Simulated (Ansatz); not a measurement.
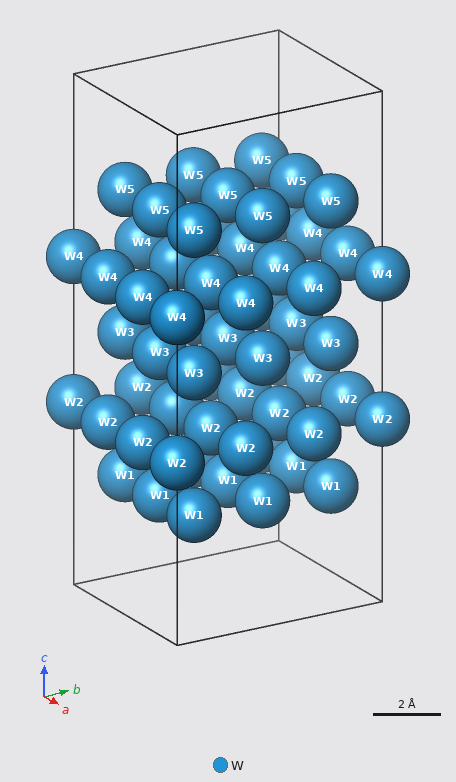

Figure 1. The structure as given in the input (spheres-only view of the 3 × 3 repeat of the cell, with the vacuum cut short, seen slightly off an axis; atoms are numbered from 1 in the order of the input).

**Band-structure calculation, with input and output: W**

System: W (slab, 5 atoms in the cell).
Method: DFT PBE, scalar-relativistic, plane waves, PAW, no spin polarisation (Ansatz 0.2.0).

It belongs to a series of runs on one base structure; here: bands of the relaxed slab. Figures and captions count atoms from 1; the log counts them from 0 in places.

The input
```yaml
crystal:
  lattice:
    - [2.7570339078, 0.0, 0.0]
    - [-0.9190113026, 2.5993564963, 0.0]
    - [0.0, 0.0, 24.004435037]
  atoms:
    - { symbol: W, position: [0.5, 0.5, 0.3156987569] }
    - { symbol: W, position: [0.0, 0.0, 0.4060198311] }
    - { symbol: W, position: [0.5, 0.5, 0.4999999976] }
    - { symbol: W, position: [0.0, 0.0, 0.5939801708] }
    - { symbol: W, position: [0.5, 0.5, 0.6843012437] }
basis:
  ecutwfc: 420
kpoints:
  mp_grid: { grid: [13, 13, 1] }
  band_path:
    path: [[0.5, 0, 0], [0, 0, 0], [0, 0.5, 0], [0.5, 0.5, 0], [0, 0, 0]]
    npoints: 12
hamiltonian:
  xc: pbe
scf:
  occupations: { method: gaussian, width: 0.1 }
  n_extra_bands: 16
output:
  forces: true
  eigenvalues: true
  populations: true
  fatbands: true
  write_density: true
  write_potential: true
  elf: true
  volumetric_format: npy
efield:
  axis: 3
  dipole_correction: true
  ramp_width: 0.04
```

Machine: 2 threads of Arm Neoverse V1, 24 GiB of memory available, shared host.

Launch command:
```bash
ansatz run input.yaml --threads 2 --pin off --max-ram 5632MiB --backend cpu --events-out ev --progress --plain --runs-dir out
```

The program's output
```
scf.n_extra_bands = 16 over 35 filled bands (N_el = 70.0): the run solves 51 bands
Engine: ansatz 0.2.0, aarch64-unknown-linux-gnu
Pseudopotentials: kind: paw
Pseudopotential: W, paw, valence charge 14, recommended cutoff 420 eV (normal), W.paw.azcp
Functional definition: PBE
  parameter kappa = 0.804
  parameter beta = 0.06672455060314922
  exchange = pbe_x(kappa = kappa, mu = beta*pi^2/3)
  correlation = pbe_c(beta = beta)
Crystal: 5 atoms, lattice volume = 172.028 Å³
Basis set: ecut = 420 eV, 3415 PW (Γ), exchange–correlation on 40×40×324 points (8 copies of the dense FFT grid, shifted against one another)
Bands: 51, of which v1, the nominal top of the filled ones, is band 35 counted from 1 (34 counted from 0)
Symmetry: 4 space group operations
k-points: 49 of 169
Non-local potential: W, projectors of the file, l = 0: 3, l = 1: 2, l = 2: 2, l = 3: 1
PAW form: soft (Blöchl's): semilocal exchange-correlation on the pseudo side does not see the compensation charge
PAW one-centre angular grid: W, 590 points (default); XC on 64 Gauss nodes
Initial density: superposition of atomic densities (neutral atoms: chi_scale 0, normalization atom), corrected by the library's trained network
Initial wavefunctions: pseudopotential atomic-orbital guess
Functional: x = pbe(κ = 0.804, μ = 0.2195149727645171), c = pbe(β = 0.06672455060314922)
SCF iter   1: F=—  HF=-51921.232742 eV  |F-HF|=—  |Δ(HF+E_count)|=         —  Δρ=6.74e-3  dr2=8.91e-1  ethr=1.77e-3  p=0.000 e·Å  D=2.15e-9 V/Å  ΔV_dip=-0.00 eV  dr2_dipole=1.09e-6  V_vac-E_F(+/−)=4.93/4.93 eV  ⟨swp⟩=7.6  Hψ=11567  notcnv=0  defer=47
efield: sawtooth ramp at fractional position 0.9800 (placed from the atoms, in the widest stretch of the axis that holds none; the zero of the levels goes with the place), width 0.0400; the density the first Hamiltonian is built on has a dipole p = 0.000 e·Å; the dipole correction subtracts the counter field D = 2.15e-9 V/Å, which shifts the + side's vacuum level by -0.00 eV against the − side's; the planar-averaged density in the ramp window peaks in size at 3.6e-5 e/Å³
preconditioner: auto → LDOS  [metal: Δε(μ)=0.024 eV  Ē_g=6.457 eV  σ=0.100 eV  W_gap=0.14  n_scr=16 (ndim 8)  ℏωp=15.5 eV  f_vac=0.468  D(μ)=3.98/eV (n_scr^D=14)  β→1.0]
SCF iter   2: F=—  HF=-51921.203702 eV  |F-HF|=—  |Δ(HF+E_count)|=   2.90e-2  Δρ=2.54e-3  dr2=3.01e-2  ethr=1.27e-3  p=-0.000 e·Å  D=-1.35e-5 V/Å  ΔV_dip=0.00 eV  dr2_dipole=3.32e-7  V_vac-E_F(+/−)=4.78/4.78 eV  ⟨swp⟩=1.5  Hψ=2947  notcnv=0  defer=177
SCF iter   3: F=—  HF=-51921.200468 eV  |F-HF|=—  |Δ(HF+E_count)|=   3.23e-3  Δρ=8.39e-4  dr2=4.58e-3  ethr=4.30e-5  p=0.000 e·Å  D=2.60e-6 V/Å  ΔV_dip=-0.00 eV  dr2_dipole=5.36e-8  V_vac-E_F(+/−)=4.79/4.79 eV  ⟨swp⟩=2.3  Hψ=2844  notcnv=0  defer=219
SCF iter   4: F=—  HF=-51921.200090 eV  |F-HF|=—  |Δ(HF+E_count)|=   3.78e-4  Δρ=1.86e-4  dr2=1.98e-4  ethr=6.54e-6  p=0.000 e·Å  D=1.19e-6 V/Å  ΔV_dip=-0.00 eV  dr2_dipole=3.55e-9  V_vac-E_F(+/−)=4.78/4.78 eV  ⟨swp⟩=2.3  Hψ=2761  notcnv=0  defer=219
SCF iter   5: F=—  HF=-51921.200082 eV  |F-HF|=—  |Δ(HF+E_count)|=   8.15e-6  Δρ=5.84e-5  dr2=7.70e-6  ethr=2.82e-7  p=0.000 e·Å  D=1.00e-6 V/Å  ΔV_dip=-0.00 eV  dr2_dipole=1.72e-10  V_vac-E_F(+/−)=4.78/4.78 eV  ⟨swp⟩=2.8  Hψ=3092  notcnv=0  defer=219
SCF iter   6: F=—  HF=-51921.200039 eV  |F-HF|=—  |Δ(HF+E_count)|=   4.29e-5  Δρ=1.55e-5  dr2=1.67e-6  ethr=1.10e-8  p=0.000 e·Å  D=2.99e-7 V/Å  ΔV_dip=-0.00 eV  dr2_dipole=4.29e-12  V_vac-E_F(+/−)=4.78/4.78 eV  ⟨swp⟩=2.7  Hψ=3467  notcnv=0  defer=171
SCF iter   7: F=-51921.200039 eV  HF=-51921.200039 eV  |F-HF|=5.79e-8  |Δ(HF+E_count)|=   1.15e-7  Δρ=5.56e-6  dr2=8.57e-8  ethr=1.43e-10  p=0.000 e·Å  D=1.72e-7 V/Å  ΔV_dip=-0.00 eV  dr2_dipole=7.15e-12  V_vac-E_F(+/−)=4.77/4.77 eV  ⟨swp⟩=21.0  Hψ=23758  notcnv=0
SCF 1 converged in 7 iterations: F = -51921.200039 eV  dr2 = 8.57e-8
  greatest PAW one-centre occupation: 1.000 electrons in one spin orbital (limit 2), on the W atom at site 4 (counted from 0), in its partial waves of l = 0
```

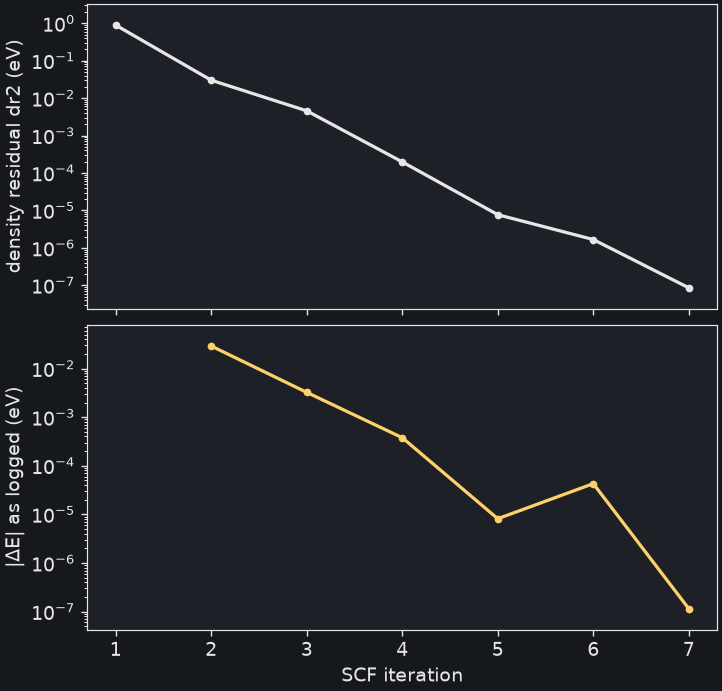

Figure 2. Convergence of the self-consistent field: density residual dr2 and size of the energy change against the SCF iteration. The residual falls at every step.

```
NSCF: frozen V_eff on 49 k-points
efield: sawtooth ramp at fractional position 0.9800 (kept from the solve that this one continues, or follows in the run), width 0.0400; the density the first Hamiltonian is built on has a dipole p = 0.000 e·Å; the dipole correction subtracts the counter field D = 1.72e-7 V/Å, which shifts the + side's vacuum level by -0.00 eV against the − side's; the planar-averaged density in the ramp window peaks in size at 1.2e-6 e/Å³
WARN: The output density's exchange-correlation potential varies sharply where the density is thin. Do not read a vacuum level from v_tot or v_xc, or from such a field of the output density. On a cell that repeats whose density bears no net charge and no dipole along the vacuum's axis use v_es (v_loc + v_h of the components); under efield.dipole_correction with no amplitude use v_es + v_field, which holds any external_charges[].barrier, or the levels of the report's work_function block, which leave it out; under a non-zero efield.amplitude the vacuum is tilted and has no level; on a cell that repeats and bears such a dipole with no correction it is tilted too, and efield.dipole_correction with no amplitude gives each side of its ramp a level where efield: is served; in a cell that repeats whose density bears a net charge (total_charge, or a fill off its count) it is curved and has none; of a slab under crystal.periodic whose density bears no net charge use v_es, which has a level on each side, short of where the two are joined; of another it falls or rises all the way out and has none; of a slab beside external_charges read slab_vacuum_level instead, which it has where they leave it neutral. The grid or the basis barely resolves most such structure, and the values can differ between equally converged runs; as a rule a tighter scf.convergence.dr2_threshold does not remove it. Where the density itself ripples (under the LDA too) a higher basis.ecutwfc lessens it. The files hold the spikes' plane waves up to the density's cutoff. Files: v_tot_of_output_density and the like, and their columns of v_z.tsv (output.write_potential); v_xc_of_output_density and the like, and their columns of v_comp_z.tsv (output.write_potential_components). Measured: with its Gaussian average of σ = 0.25 Å subtracted twice, the exchange-correlation potential is over 0.1 eV at 374 of the grid points where the equally averaged density (valence and model cores) is under 1e-3 e/Å³, and 0.697 eV at the most among them, at an averaged density of 5.8e-8 e/Å³. The input density's (outcome.potential() and, of a run that writes arrays, v_tot and v_xc) is over 0.1 eV, so measured, at 405 points of its own thin density, 0.197 eV at the most. See output.write_potential in the manual, Limitations
SCF converged after 7 iterations
Free energy (F): -51921.200039 eV
Harris-Foulkes:  -51921.200039 eV  (|F-HF|=5.79e-8)
Internal energy: -51921.182477 eV  (E = F + TS)
E sigma→0 (E₀):  -51921.191258 eV
Entropy (-TS):   -0.017562 eV (-3.512 meV/atom)
Fermi energy:    7.926520 eV
Dipole field:    D = -0.000004 V/Å  (p = -0.000004 e·Å, saw-weighted, corrected)
Work function:   Φ+ = 4.7738 eV   Φ− = 4.7737 eV
Levels:          The Fermi level and band energies are counted from a zero that moves with the ramp; work functions are not
--- Per-component energies (eV) ---
  E_band       = -1424.939112
  E_kinetic    = 2241.733413
  E_local      = -75958.409844  (includes V_loc(G=0)·N_el)
  E_nonlocal   = 4.735873
  E_hartree    = 37049.725601
  E_xc         = -1330.100058
  E_vxc        = -1187.858496  (∫ρ·V_xc dr)
  E_paw        = -42812.293550  (= ΣΔE_a)
  E_vpaw       = -624.531532  (= ΣTr[D̂ρ^β])
  E_aug_tail   = -0.000302  (compensation charges beyond the density's cutoff)
  E_efield     = 0.000000  (sawtooth field / dipole correction)
  E_vefield    = 0.000000  (∫n·V_field dr)
  E_ewald      = 28883.426391
  E_smearing   = -0.017562  (= −TS)
  E_closure    = 0.000000  (closes the sum)
  Σ components = -51921.200039   (vs F -51921.200039, Δ=0.00e0)
--- Forces (eV/Å), atoms counted from 1 ---
  atom   1  W      0.00000000    -0.00000000    -0.01987103
  atom   2  W      0.00000000     0.00000000     0.00351803
  atom   3  W      0.00000000     0.00000000     0.00000365
  atom   4  W      0.00000000    -0.00000000    -0.00352213
  atom   5  W      0.00000000     0.00000000     0.01987322
  max |Σ_I F_I| component: 1.73e-6 eV/Å
--- Band table (eV; the first three rows and the last of 49) ---
  k-point 0: bands = ["-66.2044", "-66.1722", "-66.1164", "-65.9684", "-65.9679", "-30.9976", "-30.7941", "-30.4322", "-30.2198", "-30.1322", "-30.0594", "-29.9493", "-29.8796", "-29.8793", "-29.8697", "-29.8569", "-29.7293", "-29.7195", "-29.5852", "-29.5852", "-1.2910", "-0.2555", "1.1091", "1.8344", "1.8660", "4.4985", "4.8992", "5.6471", "6.2451", "6.3594", "6.5032", "6.6619", "6.7504", "6.7933", "6.9572", "7.8773", "7.9044", "8.6324", "9.5446", "9.6932", "9.7096", "9.8800", "10.1150", "10.2190", "10.2260", "10.2958", "10.4990", "10.8220", "10.9620", "11.8592", "12.3809"]
  k-point 1: bands = ["-66.1993", "-66.1681", "-66.1138", "-65.9654", "-65.9650", "-30.9784", "-30.7878", "-30.4564", "-30.2398", "-30.1286", "-30.1122", "-29.9301", "-29.9091", "-29.9074", "-29.8937", "-29.8817", "-29.7478", "-29.7407", "-29.6110", "-29.6108", "-1.0862", "-0.0620", "1.3021", "2.0404", "2.0760", "4.5448", "4.9280", "5.6586", "6.0443", "6.2635", "6.3659", "6.5062", "6.6219", "6.9293", "7.2268", "7.5845", "8.1651", "8.2387", "9.3725", "9.4878", "9.7777", "9.8028", "10.0109", "10.2008", "10.3243", "10.3857", "10.6473", "10.9398", "11.1398", "12.0491", "12.5975"]
  k-point 2: bands = ["-66.1852", "-66.1567", "-66.1066", "-65.9571", "-65.9567", "-30.9241", "-30.7761", "-30.5316", "-30.3186", "-30.2247", "-30.1345", "-29.9975", "-29.9947", "-29.9551", "-29.9407", "-29.8782", "-29.8419", "-29.7949", "-29.6486", "-29.6469", "-0.5085", "0.4639", "1.7976", "2.5953", "2.6263", "4.6406", "4.9516", "5.6043", "5.7214", "5.7979", "6.1531", "6.3330", "6.3850", "6.9797", "7.3338", "7.5286", "7.8393", "8.7040", "9.2568", "9.3120", "9.5687", "9.7220", "10.0073", "10.1977", "10.4436", "10.7044", "10.8869", "11.0725", "11.3042", "12.5098", "13.1820"]
  k-point 48: bands = ["-66.0839", "-66.0602", "-66.0170", "-65.8662", "-65.8660", "-31.0364", "-30.9462", "-30.7949", "-30.6690", "-30.6562", "-30.5689", "-30.5572", "-30.5539", "-30.5072", "-30.3638", "-30.2505", "-30.1358", "-30.1215", "-29.9847", "-29.8581", "2.0103", "2.4220", "2.4880", "2.6868", "3.2549", "3.2839", "3.6221", "4.6714", "4.7258", "5.7338", "6.4122", "7.6161", "8.3578", "8.5792", "8.9534", "9.4339", "9.8797", "9.8879", "9.9645", "11.7361", "12.0397", "12.5412", "12.6420", "12.9444", "13.3267", "13.6980", "13.7611", "14.2469", "14.9496", "15.1762", "15.9196"]
--- Löwdin populations: 5 sites ---
  site symbol       q [e]
     0      W     13.9026
     1      W     13.8234
     2      W     13.8739
     3      W     13.8234
     4      W     13.9026
  spilling = 0.009631 (of n_electrons = 70.000000)
```

File populations.tsv
```
# site	symbol	l	j	q
# orbitals = lowdin
# n_electrons = 70.000000
# spilling = 0.009631
0	W	0_5S	-	1.971358
0	W	0_6S	-	0.996378
0	W	1_5P	-	5.985497
0	W	2_5D	-	4.949376
1	W	0_5S	-	1.961391
1	W	0_6S	-	0.877127
1	W	1_5P	-	5.987570
1	W	2_5D	-	4.997292
2	W	0_5S	-	1.963215
2	W	0_6S	-	0.897383
2	W	1_5P	-	5.987653
2	W	2_5D	-	5.025634
3	W	0_5S	-	1.961391
3	W	0_6S	-	0.877127
3	W	1_5P	-	5.987570
3	W	2_5D	-	4.997292
4	W	0_5S	-	1.971358
4	W	0_6S	-	0.996378
4	W	1_5P	-	5.985497
4	W	2_5D	-	4.949377
```

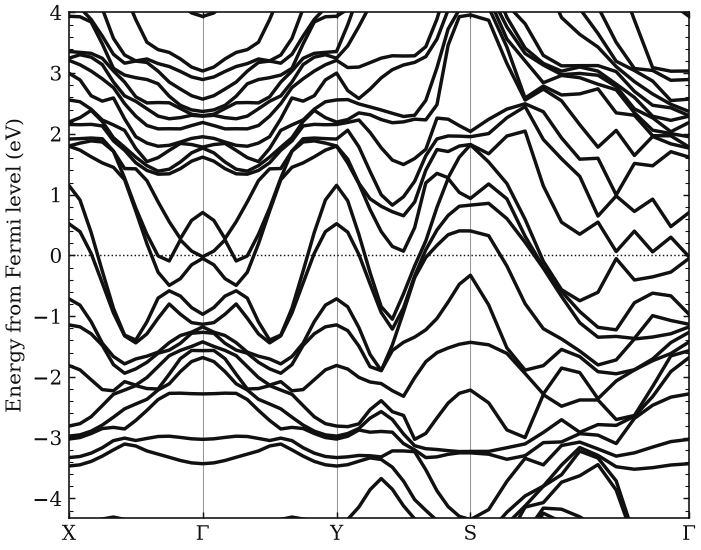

Figure 3. Band structure along X–Γ–Y–S–Γ, with energies from the Fermi level. Bands cross the Fermi level: a metal at this level of theory.

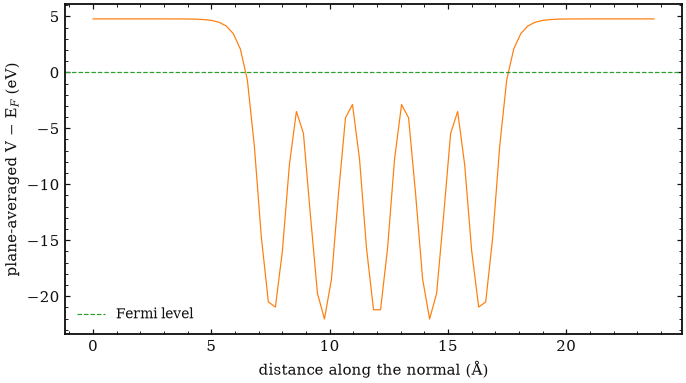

Figure 4. Plane average of the electrostatic potential energy of an electron across the cell, from the Fermi level. The vacuum level lies 4.77 eV above the Fermi level.

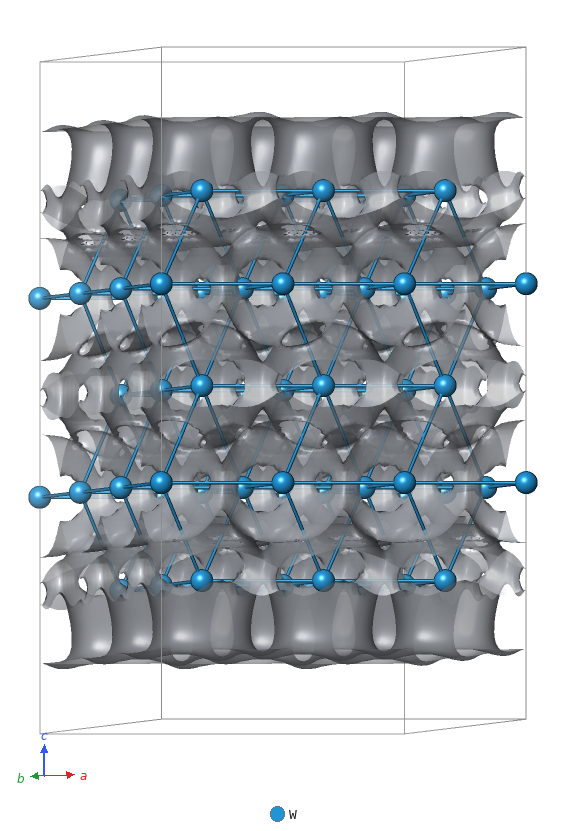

Figure 5. Isosurface of the electron localisation function at 0.4 (grey), seen at an oblique angle. Core shells and regions of very low density are left out. Sticks mark near contacts. Counts are for one cell; the picture repeats the cell along the surface.  Values along the shortest contacts: W–W (2.69 Å): the ELF is about 0.40 at the midpoint, which marks metallic bonding. The fields are those of the smooth PAW valence density.

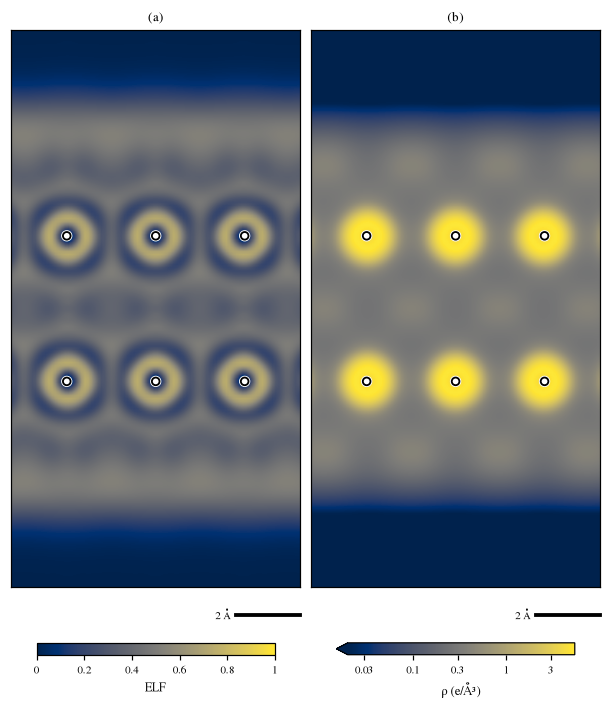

Figure 6. (a) electron localisation function; (b) valence electron density on the (100) plane of the calculation cell, a cut from vacuum to vacuum. Circles mark the nuclei in the plane (W). Atoms in the plane: W. W–W (2.76 Å): ρ is about 0.4 e/Å³ halfway; the ELF is about 0.40 at the midpoint, as expected for metallic bonding. The density dies away to nearly zero in the vacuum. The strong features right at W lie inside the PAW spheres (semicore, d or f shells) and say nothing about bonding.

Results in brief

| quantity | value |
| --- | --- |
| outcome | converged |
| electrons treated | 70 |
| free energy | −51921.2000 eV |
| work function, top face | 4.77 eV |
| work function, bottom face | 4.77 eV |
| Fermi energy | 7.927 eV |
| gap on the k-point mesh | none (metallic) |
| work function (upper face) | 4.77 eV |
| largest force (length of the vector) | 0.020 eV/Å |
| wall time | 55 s (CPU time 1.8 min) |
| peak memory | 0.64 GiB |

Remarks

The program warns: the exchange-correlation potential is rough where the density is thin. Spin–orbit coupling is left out, which matters for W.
